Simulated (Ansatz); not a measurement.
## Geometry relaxation, with input and output: Al$_{4}$Ni$_{4}$H (part 1 of 2)

System: Al$_{4}$Ni$_{4}$H (slab, 9 atoms in the cell).
Method: DFT LDA, scalar-relativistic, plane waves, PAW, no spin polarisation (Ansatz 0.2.0).

The structure derives from an entry of the Crystallography Open Database. The input holds or restrains some coordinates. Figures and captions count atoms from 1; the log counts them from 0 in places.

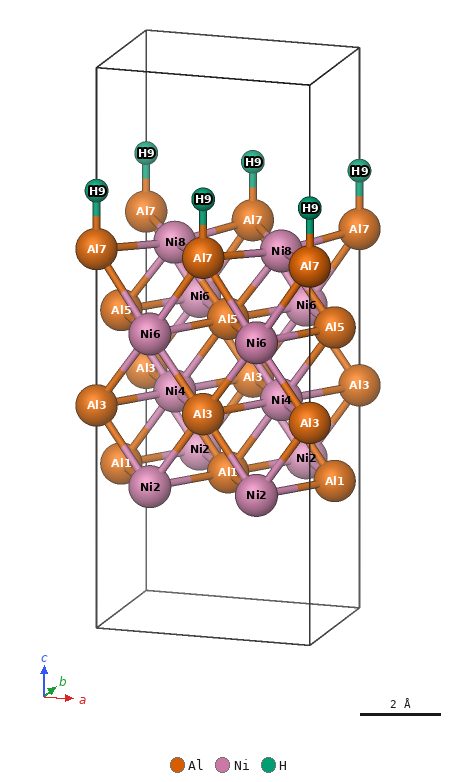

Fig. 1: The structure as given in the input (ball-and-stick view of the 2 × 1 repeat of the cell, with the vacuum cut short, seen slightly off an axis; atoms are numbered from 1 in the order of the input).

Input:
```yaml
crystal:
  lattice:
    - [2.8326165064, 0.0, 0.0]
    - [0.0, 4.0059246804, 0.0]
    - [0.0, 0.0, 25.0088870206]
  atoms:
    - { symbol: Al, position: [0.0, 0.5, 0.3398791794] }
    - { symbol: Ni, position: [0.5, 0.0, 0.3398791794] }
    - { symbol: Al, position: [0.0, 0.0, 0.4199692026] }
    - { symbol: Ni, position: [0.5, 0.5, 0.4199692026] }
    - { symbol: Al, position: [0.0, 0.5, 0.4998041244] }
    - { symbol: Ni, position: [0.5, 0.0, 0.4988759306] }
    - { symbol: Al, position: [0.0, 0.0, 0.582892314] }
    - { symbol: Ni, position: [0.5, 0.5, 0.57494633] }
    - { symbol: H, position: [0.0, 0.0, 0.6436707084] }
basis:
  ecutwfc: 420
kpoints:
  mp_grid: { grid: [10, 7, 1] }
hamiltonian:
  xc: lda
scf:
  occupations: { method: gaussian, width: 0.1 }
output:
  forces: true
  eigenvalues: true
  write_density: true
  write_potential: true
  elf: true
  volumetric_format: npy
relax:
  adjacent_minimum: "off"
  f_tol: 0.03
  max_steps: 70
  constraints: [{ sites: [0, 1, 2, 3] }]
efield:
  axis: 3
  dipole_correction: true
```

Hardware: 1 thread of Arm Neoverse V2, 24 GiB of memory available, shared host.

Launched with:
```bash
ansatz run input.yaml --threads 1 --pin off --max-ram 2560MiB --backend cpu --events-out ev --progress --plain --runs-dir out
```

What the program printed:
```
Engine: ansatz 0.2.0, aarch64-unknown-linux-gnu
Pseudopotentials: kind: paw
Pseudopotential: Al, paw, valence charge 3, recommended cutoff 420 eV (normal), Al.paw.azcp
Pseudopotential: Ni, paw, valence charge 18, recommended cutoff 420 eV (normal), Ni.paw.azcp
Pseudopotential: H, paw, valence charge 1, recommended cutoff 420 eV (normal), H.paw.azcp
Functional definition: SPW92
  exchange = slater_x
  correlation = pw_c
Crystal: 9 atoms, lattice volume = 283.782 Å³
Basis set: ecut = 420 eV, 5575 PW (Γ)
Bands: 52, of which v1, the nominal top of the filled ones, is band 43 counted from 1 (42 counted from 0)
Symmetry: 4 space group operations
Space group: Pmm2 (ITA 25), of the structure as read, at distance tolerance 6.6e-5 Å
k-points: 24 of 70
Non-local potential: Al, projectors of the file, l = 0: 2, l = 1: 2, l = 2: 1
Non-local potential: Ni, projectors of the file, l = 0: 3, l = 1: 2, l = 2: 3, l = 3: 1
Non-local potential: H, projectors of the file, l = 0: 2, l = 1: 1
PAW form: soft (Blöchl's): semilocal exchange-correlation on the pseudo side does not see the compensation charge
PAW frozen core: Al, regenerated for the run's functional, and the local potential with it (the file was generated under x = pbe(κ = 0.804, μ = 0.2195149727645171), c = pbe(β = 0.06672455060314922))
PAW frozen core: Ni, regenerated for the run's functional, and the local potential with it (the file was generated under x = pbe(κ = 0.804, μ = 0.2195149727645171), c = pbe(β = 0.06672455060314922))
PAW one-centre angular grid: Al, 110 points (default); XC on 64 Gauss nodes
PAW one-centre angular grid: Ni, 590 points (default); XC on 64 Gauss nodes
PAW one-centre angular grid: H, 110 points (default); XC on 64 Gauss nodes
Initial density: superposition of atomic densities (neutral atoms: chi_scale 0, normalization atom), corrected by the library's trained network
Initial wavefunctions: pseudopotential atomic-orbital guess
Functional: x = slater, c = lda
SCF iter   1: F=—  HF=-25162.917637 eV  |F-HF|=—  |Δ(HF+E_count)|=         —  Δρ=1.08e-2  dr2=1.39e0  ethr=1.77e-3  p=-0.093 e·Å  D=-5.90e-2 V/Å  ΔV_dip=1.48 eV  dr2_dipole=6.09e-1  V_vac-E_F(+/−)=6.47/5.00 eV  ⟨swp⟩=11.2  Hψ=6520  notcnv=0  defer=11
efield: sawtooth ramp at fractional position 0.9418 (placed from the atoms, in the widest stretch of the axis that holds none; the zero of the levels goes with the place), width 0.1000; the density the first Hamiltonian is built on has a dipole p = -0.093 e·Å; the dipole correction subtracts the counter field D = -5.90e-2 V/Å, which shifts the + side's vacuum level by +1.48 eV against the − side's; the planar-averaged density in the ramp window peaks in size at 3.9e-5 e/Å³
preconditioner: auto → LDOS  [metal: Δε(μ)=0.034 eV  Ē_g=6.379 eV  σ=0.100 eV  W_gap=0.19  n_scr=44 (ndim 8)  ℏωp=16.0 eV  f_vac=0.596  D(μ)=3.30/eV (n_scr^D=10)  β→1.0]
SCF iter   2: F=—  HF=-25162.920897 eV  |F-HF|=—  |Δ(HF+E_count)|=   3.26e-3  Δρ=1.64e-2  dr2=7.22e-1  ethr=1.64e-3  p=-0.018 e·Å  D=-1.13e-2 V/Å  ΔV_dip=0.28 eV  dr2_dipole=1.38e-1  V_vac-E_F(+/−)=5.60/5.32 eV  ⟨swp⟩=2.2  Hψ=2005  notcnv=0  defer=80
SCF iter   3: F=—  HF=-25162.841461 eV  |F-HF|=—  |Δ(HF+E_count)|=   7.94e-2  Δρ=1.25e-3  dr2=1.42e-2  ethr=8.50e-4  p=-0.036 e·Å  D=-2.31e-2 V/Å  ΔV_dip=0.58 eV  dr2_dipole=6.64e-3  V_vac-E_F(+/−)=5.75/5.17 eV  ⟨swp⟩=2.0  Hψ=1730  notcnv=0  defer=80
SCF iter   4: F=—  HF=-25162.844266 eV  |F-HF|=—  |Δ(HF+E_count)|=   2.81e-3  Δρ=8.75e-4  dr2=1.69e-3  ethr=1.67e-5  p=-0.043 e·Å  D=-2.74e-2 V/Å  ΔV_dip=0.69 eV  dr2_dipole=1.95e-4  V_vac-E_F(+/−)=5.83/5.14 eV  ⟨swp⟩=2.5  Hψ=2170  notcnv=0  defer=78
SCF iter   5: F=—  HF=-25162.844615 eV  |F-HF|=—  |Δ(HF+E_count)|=   3.49e-4  Δρ=3.98e-4  dr2=3.51e-4  ethr=1.99e-6  p=-0.043 e·Å  D=-2.73e-2 V/Å  ΔV_dip=0.68 eV  dr2_dipole=8.69e-6  V_vac-E_F(+/−)=5.82/5.14 eV  ⟨swp⟩=2.0  Hψ=1671  notcnv=0  defer=78
SCF iter   6: F=—  HF=-25162.844629 eV  |F-HF|=—  |Δ(HF+E_count)|=   1.44e-5  Δρ=1.77e-4  dr2=7.96e-5  ethr=4.13e-7  p=-0.043 e·Å  D=-2.72e-2 V/Å  ΔV_dip=0.68 eV  dr2_dipole=6.71e-6  V_vac-E_F(+/−)=5.82/5.14 eV  ⟨swp⟩=2.2  Hψ=1810  notcnv=0  defer=78
SCF iter   7: F=-25162.844666 eV  HF=-25162.844653 eV  |F-HF|=1.34e-5  |Δ(HF+E_count)|=   2.36e-5  Δρ=4.80e-5  dr2=6.07e-6  ethr=2.65e-8  p=-0.043 e·Å  D=-2.73e-2 V/Å  ΔV_dip=0.68 eV  dr2_dipole=9.01e-9  V_vac-E_F(+/−)=5.83/5.15 eV  ⟨swp⟩=26.0  Hψ=14917  notcnv=0
SCF 1 converged in 7 iterations: F = -25162.844666 eV  dr2 = 6.07e-6
  greatest PAW one-centre occupation: 1.002 electrons in one spin orbital (limit 2), on the Ni atom at site 7 (counted from 0), in its partial waves of l = 1
relax step   1: F+E_penalty+E_count = -25162.84466587 eV  Δ(F+E_penalty+E_count) = +0.000e0 eV  max|allowed force component| = 1.366e0 eV/Å  Δτ_max = 0.0000 Å  (7 SCF iters, dr2 threshold 2.25e-5 eV, accepted)
Initial density: handed on by an earlier stage of this run
Initial wavefunctions: those handed on with the density
iter 1 solved again at ethr=8.82e-5 eV; its pass at ethr=3.10e-3 eV (dr2=7.50e-2 eV) is discarded
SCF iter   1: F=—  HF=-25162.929668 eV  |F-HF|=—  |Δ(HF+E_count)|=         —  Δρ=3.64e-3  dr2=7.09e-2  ethr=8.82e-5  p=-0.043 e·Å  D=-2.73e-2 V/Å  ΔV_dip=0.68 eV  dr2_dipole=1.08e-2  V_vac-E_F(+/−)=5.82/5.14 eV  ⟨swp⟩=2.0  Hψ=4073  notcnv=0  defer=75
efield: sawtooth ramp at fractional position 0.9418 (handed on by an earlier solve), width 0.1000; the density the first Hamiltonian is built on has a dipole p = -0.043 e·Å; the dipole correction subtracts the counter field D = -2.73e-2 V/Å, which shifts the + side's vacuum level by +0.68 eV against the − side's; the planar-averaged density in the ramp window peaks in size at 4.1e-6 e/Å³
preconditioner: auto → LDOS  [metal: Δε(μ)=0.040 eV  Ē_g=6.403 eV  σ=0.100 eV  W_gap=0.22  n_scr=44 (ndim 8)  ℏωp=16.0 eV  f_vac=0.595  D(μ)=3.81/eV (n_scr^D=12)  β→1.0]
SCF iter   2: F=—  HF=-25162.929285 eV  |F-HF|=—  |Δ(HF+E_count)|=   3.83e-4  Δρ=2.94e-3  dr2=3.55e-2  ethr=8.34e-5  p=-0.046 e·Å  D=-2.95e-2 V/Å  ΔV_dip=0.74 eV  dr2_dipole=9.20e-4  V_vac-E_F(+/−)=5.88/5.14 eV  ⟨swp⟩=2.1  Hψ=1936  notcnv=0  defer=75
SCF iter   3: F=—  HF=-25162.923161 eV  |F-HF|=—  |Δ(HF+E_count)|=   6.12e-3  Δρ=2.10e-3  dr2=9.53e-3  ethr=4.18e-5  p=-0.048 e·Å  D=-3.06e-2 V/Å  ΔV_dip=0.77 eV  dr2_dipole=5.25e-4  V_vac-E_F(+/−)=5.91/5.14 eV  ⟨swp⟩=2.0  Hψ=1998  notcnv=0  defer=75
SCF iter   4: F=—  HF=-25162.922121 eV  |F-HF|=—  |Δ(HF+E_count)|=   1.04e-3  Δρ=3.18e-4  dr2=5.97e-4  ethr=1.12e-5  p=-0.048 e·Å  D=-3.07e-2 V/Å  ΔV_dip=0.77 eV  dr2_dipole=4.49e-5  V_vac-E_F(+/−)=5.91/5.14 eV  ⟨swp⟩=2.0  Hψ=1749  notcnv=0  defer=76
SCF iter   5: F=—  HF=-25162.922092 eV  |F-HF|=—  |Δ(HF+E_count)|=   2.91e-5  Δρ=1.09e-4  dr2=3.91e-5  ethr=1.18e-7  p=-0.047 e·Å  D=-3.03e-2 V/Å  ΔV_dip=0.76 eV  dr2_dipole=2.47e-6  V_vac-E_F(+/−)=5.90/5.14 eV  ⟨swp⟩=23.5  Hψ=16132  notcnv=0
SCF iter   6: F=-25162.922168 eV  HF=-25162.922158 eV  |F-HF|=1.05e-5  |Δ(HF+E_count)|=   6.62e-5  Δρ=6.14e-5  dr2=7.25e-6  ethr=4.60e-8  p=-0.047 e·Å  D=-3.01e-2 V/Å  ΔV_dip=0.75 eV  dr2_dipole=8.99e-8  V_vac-E_F(+/−)=5.90/5.14 eV  ⟨swp⟩=18.2  Hψ=13742  notcnv=0
SCF 2 converged in 6 iterations: F = -25162.922168 eV  dr2 = 7.25e-6
relax step   2: F+E_penalty+E_count = -25162.92216844 eV  Δ(F+E_penalty+E_count) = -7.750e-2 eV  max|allowed force component| = 4.205e-1 eV/Å  Δτ_max = 0.0672 Å  (6 SCF iters, dr2 threshold 1.00e-4 eV, accepted)
SCF iter   1: F=—  HF=-25162.956085 eV  |F-HF|=—  |Δ(HF+E_count)|=         —  Δρ=4.19e-3  dr2=8.85e-2  ethr=8.52e-4  p=-0.047 e·Å  D=-3.01e-2 V/Å  ΔV_dip=0.75 eV  dr2_dipole=1.22e-2  V_vac-E_F(+/−)=5.88/5.13 eV  ⟨swp⟩=4.3  Hψ=2852  notcnv=0  defer=72
efield: sawtooth ramp at fractional position 0.9418 (handed on by an earlier solve), width 0.1000; the density the first Hamiltonian is built on has a dipole p = -0.047 e·Å; the dipole correction subtracts the counter field D = -3.01e-2 V/Å, which shifts the + side's vacuum level by +0.75 eV against the − side's; the planar-averaged density in the ramp window peaks in size at 2.1e-6 e/Å³
preconditioner: auto → LDOS  [metal: Δε(μ)=0.034 eV  Ē_g=6.414 eV  σ=0.100 eV  W_gap=0.19  n_scr=44 (ndim 8)  ℏωp=16.0 eV  f_vac=0.594  D(μ)=3.54/eV (n_scr^D=10)  β→1.0]
SCF iter   2: F=—  HF=-25162.955580 eV  |F-HF|=—  |Δ(HF+E_count)|=   5.05e-4  Δρ=3.59e-3  dr2=5.24e-2  ethr=1.04e-4  p=-0.050 e·Å  D=-3.21e-2 V/Å  ΔV_dip=0.80 eV  dr2_dipole=1.52e-3  V_vac-E_F(+/−)=5.95/5.14 eV  ⟨swp⟩=3.2  Hψ=2561  notcnv=0  defer=80
SCF iter   3: F=—  HF=-25162.944820 eV  |F-HF|=—  |Δ(HF+E_count)|=   1.08e-2  Δρ=1.48e-3  dr2=4.66e-3  ethr=6.17e-5  p=-0.052 e·Å  D=-3.30e-2 V/Å  ΔV_dip=0.83 eV  dr2_dipole=2.04e-4  V_vac-E_F(+/−)=5.96/5.14 eV  ⟨swp⟩=2.0  Hψ=1916  notcnv=0  defer=80
SCF iter   4: F=—  HF=-25162.944480 eV  |F-HF|=—  |Δ(HF+E_count)|=   3.39e-4  Δρ=5.10e-4  dr2=6.22e-4  ethr=5.49e-6  p=-0.052 e·Å  D=-3.30e-2 V/Å  ΔV_dip=0.82 eV  dr2_dipole=1.85e-5  V_vac-E_F(+/−)=5.96/5.14 eV  ⟨swp⟩=2.5  Hψ=1893  notcnv=0  defer=77
SCF iter   5: F=—  HF=-25162.944538 eV  |F-HF|=—  |Δ(HF+E_count)|=   5.78e-5  Δρ=1.36e-4  dr2=3.29e-5  ethr=7.32e-7  p=-0.051 e·Å  D=-3.26e-2 V/Å  ΔV_dip=0.81 eV  dr2_dipole=4.66e-7  V_vac-E_F(+/−)=5.95/5.14 eV  ⟨swp⟩=1.8  Hψ=1549  notcnv=0  defer=76
SCF iter   6: F=-25162.944630 eV  HF=-25162.944615 eV  |F-HF|=1.52e-5  |Δ(HF+E_count)|=   7.64e-5  Δρ=4.75e-5  dr2=3.83e-6  ethr=1.30e-8  p=-0.051 e·Å  D=-3.25e-2 V/Å  ΔV_dip=0.81 eV  dr2_dipole=4.76e-8  V_vac-E_F(+/−)=5.95/5.14 eV  ⟨swp⟩=23.2  Hψ=14800  notcnv=0
SCF 3 converged in 6 iterations: F = -25162.944630 eV  dr2 = 3.83e-6
relax step   3: F+E_penalty+E_count = -25162.94462975 eV  Δ(F+E_penalty+E_count) = -2.246e-2 eV  max|allowed force component| = 9.095e-2 eV/Å  Δτ_max = 0.0538 Å  (6 SCF iters, dr2 threshold 1.11e-5 eV, accepted)
SCF iter   1: F=—  HF=-25162.946987 eV  |F-HF|=—  |Δ(HF+E_count)|=         —  Δρ=2.07e-3  dr2=2.82e-2  ethr=5.92e-4  p=-0.051 e·Å  D=-3.25e-2 V/Å  ΔV_dip=0.81 eV  dr2_dipole=1.74e-3  V_vac-E_F(+/−)=5.94/5.12 eV  ⟨swp⟩=3.2  Hψ=2477  notcnv=0  defer=76
efield: sawtooth ramp at fractional position 0.9418 (handed on by an earlier solve), width 0.1000; the density the first Hamiltonian is built on has a dipole p = -0.051 e·Å; the dipole correction subtracts the counter field D = -3.25e-2 V/Å, which shifts the + side's vacuum level by +0.81 eV against the − side's; the planar-averaged density in the ramp window peaks in size at 3.4e-6 e/Å³
preconditioner: auto → LDOS  [metal: Δε(μ)=0.054 eV  Ē_g=6.395 eV  σ=0.100 eV  W_gap=0.30  n_scr=44 (ndim 8)  ℏωp=16.0 eV  f_vac=0.592  D(μ)=3.49/eV (n_scr^D=10)  β→1.0]
SCF iter   2: F=—  HF=-25162.944903 eV  |F-HF|=—  |Δ(HF+E_count)|=   2.08e-3  Δρ=1.34e-3  dr2=9.29e-3  ethr=3.31e-5  p=-0.057 e·Å  D=-3.62e-2 V/Å  ΔV_dip=0.91 eV  dr2_dipole=1.42e-4  V_vac-E_F(+/−)=6.05/5.14 eV  ⟨swp⟩=2.0  Hψ=2053  notcnv=0  defer=77
SCF iter   3: F=—  HF=-25162.943923 eV  |F-HF|=—  |Δ(HF+E_count)|=   9.80e-4  Δρ=1.24e-3  dr2=3.03e-3  ethr=1.09e-5  p=-0.051 e·Å  D=-3.28e-2 V/Å  ΔV_dip=0.82 eV  dr2_dipole=5.42e-5  V_vac-E_F(+/−)=5.96/5.14 eV  ⟨swp⟩=2.0  Hψ=1758  notcnv=0  defer=77
SCF iter   4: F=—  HF=-25162.943527 eV  |F-HF|=—  |Δ(HF+E_count)|=   3.97e-4  Δρ=2.24e-4  dr2=1.37e-4  ethr=3.56e-6  p=-0.052 e·Å  D=-3.31e-2 V/Å  ΔV_dip=0.83 eV  dr2_dipole=2.85e-6  V_vac-E_F(+/−)=5.96/5.14 eV  ⟨swp⟩=2.0  Hψ=1739  notcnv=0  defer=77
SCF iter   5: F=—  HF=-25162.943526 eV  |F-HF|=—  |Δ(HF+E_count)|=   1.56e-7  Δρ=4.42e-5  dr2=8.31e-6  ethr=1.61e-7  p=-0.052 e·Å  D=-3.30e-2 V/Å  ΔV_dip=0.83 eV  dr2_dipole=1.69e-6  V_vac-E_F(+/−)=5.96/5.14 eV  ⟨swp⟩=2.4  Hψ=1795  notcnv=0  defer=77
SCF iter   6: F=—  HF=-25162.943544 eV  |F-HF|=—  |Δ(HF+E_count)|=   1.75e-5  Δρ=3.42e-5  dr2=3.21e-6  ethr=9.78e-9  p=-0.052 e·Å  D=-3.29e-2 V/Å  ΔV_dip=0.82 eV  dr2_dipole=2.53e-7  V_vac-E_F(+/−)=5.96/5.14 eV  ⟨swp⟩=2.0  Hψ=1746  notcnv=0  defer=77
SCF iter   7: F=—  HF=-25162.943546 eV  |F-HF|=—  |Δ(HF+E_count)|=   2.43e-6  Δρ=1.05e-5  dr2=2.51e-7  ethr=3.77e-9  p=-0.052 e·Å  D=-3.29e-2 V/Å  ΔV_dip=0.82 eV  dr2_dipole=3.02e-8  V_vac-E_F(+/−)=5.96/5.14 eV  ⟨swp⟩=2.4  Hψ=1712  notcnv=0  defer=77
iter 8 did not close the SCF: its close was put off until two iterations running show no level that it waits for move by more than its bar (scf_convergence_deferred on its scf_iter line)
SCF iter   8: F=-25162.943548 eV  HF=-25162.943548 eV  |F-HF|=2.30e-7  |Δ(HF+E_count)|=   1.43e-6  Δρ=6.11e-6  dr2=6.82e-8  ethr=1.18e-10  p=-0.052 e·Å  D=-3.29e-2 V/Å  ΔV_dip=0.82 eV  dr2_dipole=1.67e-10  V_vac-E_F(+/−)=5.96/5.14 eV  ⟨swp⟩=21.3  Hψ=11573  notcnv=0
iter 9 did not close the SCF: its close was put off until two iterations running show no level that it waits for move by more than its bar (scf_convergence_deferred on its scf_iter line)
SCF iter   9: F=-25162.943548 eV  HF=-25162.943548 eV  |F-HF|=6.36e-8  |Δ(HF+E_count)|=   2.15e-7  Δρ=2.80e-6  dr2=1.45e-8  ethr=8.02e-11  p=-0.052 e·Å  D=-3.29e-2 V/Å  ΔV_dip=0.82 eV  dr2_dipole=4.41e-11  V_vac-E_F(+/−)=5.96/5.14 eV  ⟨swp⟩=10.0  Hψ=9280  notcnv=0
SCF iter  10: F=-25162.943548 eV  HF=-25162.943548 eV  |F-HF|=2.13e-8  |Δ(HF+E_count)|=   5.36e-8  Δρ=8.86e-7  dr2=1.93e-9  ethr=1.70e-11  p=-0.052 e·Å  D=-3.29e-2 V/Å  ΔV_dip=0.82 eV  dr2_dipole=1.40e-10  V_vac-E_F(+/−)=5.96/5.14 eV  ⟨swp⟩=9.0  Hψ=8875  notcnv=0
SCF 4 converged in 10 iterations: F = -25162.943548 eV  dr2 = 1.93e-9
relax step   4: F+E_penalty+E_count = -25162.94354808 eV  Δ(F+E_penalty+E_count) = +1.082e-3 eV  max|allowed force component| = 1.924e-1 eV/Å  Δτ_max = 0.0404 Å  (10 SCF iters, rejected (line search))
SCF iter   1: F=—  HF=-25162.948322 eV  |F-HF|=—  |Δ(HF+E_count)|=         —  Δρ=1.34e-3  dr2=1.19e-2  ethr=1.20e-4  p=-0.052 e·Å  D=-3.29e-2 V/Å  ΔV_dip=0.82 eV  dr2_dipole=1.89e-4  V_vac-E_F(+/−)=5.97/5.14 eV  ⟨swp⟩=2.5  Hψ=2436  notcnv=0  defer=78
efield: sawtooth ramp at fractional position 0.9418 (handed on by an earlier solve), width 0.1000; the density the first Hamiltonian is built on has a dipole p = -0.052 e·Å; the dipole correction subtracts the counter field D = -3.29e-2 V/Å, which shifts the + side's vacuum level by +0.82 eV against the − side's; the planar-averaged density in the ramp window peaks in size at 9.6e-7 e/Å³
preconditioner: auto → LDOS  [metal: Δε(μ)=0.028 eV  Ē_g=6.417 eV  σ=0.100 eV  W_gap=0.16  n_scr=44 (ndim 8)  ℏωp=16.0 eV  f_vac=0.594  D(μ)=3.61/eV (n_scr^D=12)  β→1.0]
SCF iter   2: F=—  HF=-25162.948399 eV  |F-HF|=—  |Δ(HF+E_count)|=   7.69e-5  Δρ=1.31e-3  dr2=1.05e-2  ethr=1.40e-5  p=-0.047 e·Å  D=-3.01e-2 V/Å  ΔV_dip=0.75 eV  dr2_dipole=3.43e-4  V_vac-E_F(+/−)=5.89/5.14 eV  ⟨swp⟩=3.0  Hψ=2426  notcnv=0  defer=78
SCF iter   3: F=—  HF=-25162.946281 eV  |F-HF|=—  |Δ(HF+E_count)|=   2.12e-3  Δρ=5.37e-4  dr2=5.06e-4  ethr=1.24e-5  p=-0.051 e·Å  D=-3.23e-2 V/Å  ΔV_dip=0.81 eV  dr2_dipole=1.10e-6  V_vac-E_F(+/−)=5.94/5.14 eV  ⟨swp⟩=2.0  Hψ=1766  notcnv=0  defer=78
SCF iter   4: F=—  HF=-25162.946281 eV  |F-HF|=—  |Δ(HF+E_count)|=   6.70e-7  Δρ=2.64e-4  dr2=1.46e-4  ethr=5.96e-7  p=-0.051 e·Å  D=-3.26e-2 V/Å  ΔV_dip=0.81 eV  dr2_dipole=5.34e-6  V_vac-E_F(+/−)=5.95/5.14 eV  ⟨swp⟩=3.0  Hψ=2267  notcnv=0  defer=78
SCF iter   5: F=—  HF=-25162.946281 eV  |F-HF|=—  |Δ(HF+E_count)|=   5.96e-7  Δρ=1.17e-4  dr2=3.16e-5  ethr=1.72e-7  p=-0.051 e·Å  D=-3.27e-2 V/Å  ΔV_dip=0.82 eV  dr2_dipole=2.65e-6  V_vac-E_F(+/−)=5.95/5.14 eV  ⟨swp⟩=1.4  Hψ=1266  notcnv=0  defer=78
SCF iter   6: F=—  HF=-25162.946282 eV  |F-HF|=—  |Δ(HF+E_count)|=   1.39e-6  Δρ=1.95e-5  dr2=1.71e-6  ethr=3.72e-8  p=-0.051 e·Å  D=-3.28e-2 V/Å  ΔV_dip=0.82 eV  dr2_dipole=3.80e-7  V_vac-E_F(+/−)=5.96/5.14 eV  ⟨swp⟩=2.0  Hψ=1573  notcnv=0  defer=78
SCF iter   7: F=—  HF=-25162.946283 eV  |F-HF|=—  |Δ(HF+E_count)|=   8.92e-7  Δρ=1.48e-5  dr2=7.13e-7  ethr=2.01e-9  p=-0.051 e·Å  D=-3.28e-2 V/Å  ΔV_dip=0.82 eV  dr2_dipole=8.79e-8  V_vac-E_F(+/−)=5.96/5.14 eV  ⟨swp⟩=2.0  Hψ=1734  notcnv=0  defer=78
SCF iter   8: F=—  HF=-25162.946283 eV  |F-HF|=—  |Δ(HF+E_count)|=   3.22e-7  Δρ=1.09e-5  dr2=2.67e-7  ethr=8.39e-10  p=-0.051 e·Å  D=-3.28e-2 V/Å  ΔV_dip=0.82 eV  dr2_dipole=8.84e-9  V_vac-E_F(+/−)=5.96/5.14 eV  ⟨swp⟩=2.0  Hψ=1492  notcnv=0  defer=78
SCF iter   9: F=-25162.946284 eV  HF=-25162.946284 eV  |F-HF|=8.19e-8  |Δ(HF+E_count)|=   2.23e-7  Δρ=1.53e-6  dr2=3.75e-9  ethr=1.18e-10  p=-0.051 e·Å  D=-3.28e-2 V/Å  ΔV_dip=0.82 eV  dr2_dipole=3.24e-11  V_vac-E_F(+/−)=5.96/5.14 eV  ⟨swp⟩=18.7  Hψ=11237  notcnv=0
SCF 5 converged in 9 iterations: F = -25162.946284 eV  dr2 = 3.75e-9
relax step   5: F+E_penalty+E_count = -25162.94628365 eV  Δ(F+E_penalty+E_count) = -1.654e-3 eV  max|allowed force component| = 1.107e-2 eV/Å  Δτ_max = 0.0192 Å  (9 SCF iters, accepted)
```

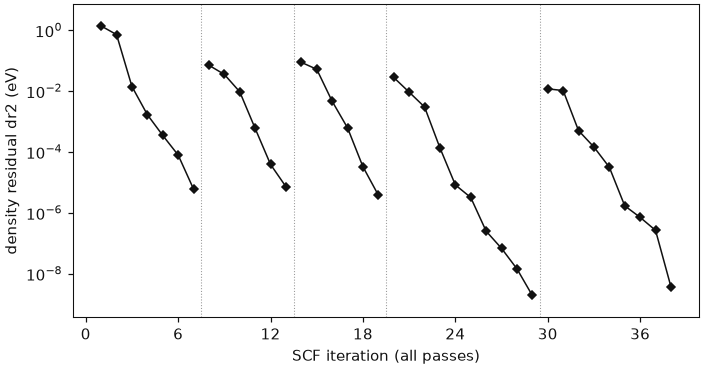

Fig. 2: Convergence of the self-consistent field: density residual dr2 against the SCF iteration. The dotted lines part the SCF passes of the relaxation: geometry steps, rejected trials and re-solves on a re-selected basis. The 5 passes take 6 to 10 iterations each, 38 in all.
